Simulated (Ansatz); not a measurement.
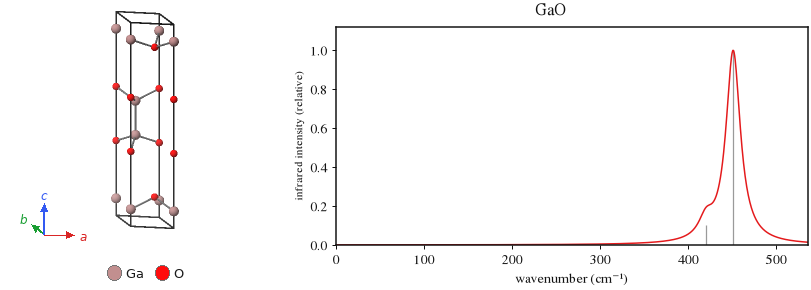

Infrared spectrum of the zone-centre phonons for GaO, space group P-6m2 (No. 187) (cell built by us, not taken from a database). Lines are broadened by Lorentzians of 20 cm⁻¹ full width; the spectrum is scaled to its strongest line. These are zero-field (TO) frequencies; inactive modes don't show. The conventional cell is drawn beside the plot.

The strongest infrared line is at 451.3 cm⁻¹, followed by 420.4 (10 % of it).

Method: infrared-active and silent optical phonons at the zone centre of an insulator with atoms at rest in the given cell, intensity summed over the level, zero macroscopic field, imaginary frequencies are negative, field response on a mesh refined by the program; PAW (Ansatz 0.2.0). Level: PBE, no spin polarisation.

- wave cutoff: 420 eV
- k mesh: 12×12×2
- occupations: fixed
- volume relative to the relaxed cell: 1.02

Starting cell:
```
Ga O
1.0
     3.10120    0.00000    0.00000
    -1.55060    2.68572    0.00000
     0.00000    0.00000   14.95244
Ga O
4 4
Direct
  0.33333 0.66667 0.41622
  0.33333 0.66667 0.58378
  0.00000 0.00000 0.08378
  0.00000 0.00000 0.91622
  0.66667 0.33333 0.13270
  0.66667 0.33333 0.86730
  0.00000 0.00000 0.36728
  0.00000 0.00000 0.63272
```

Keep in mind: field response not converged on the k mesh; weakly bound, no dispersion correction.
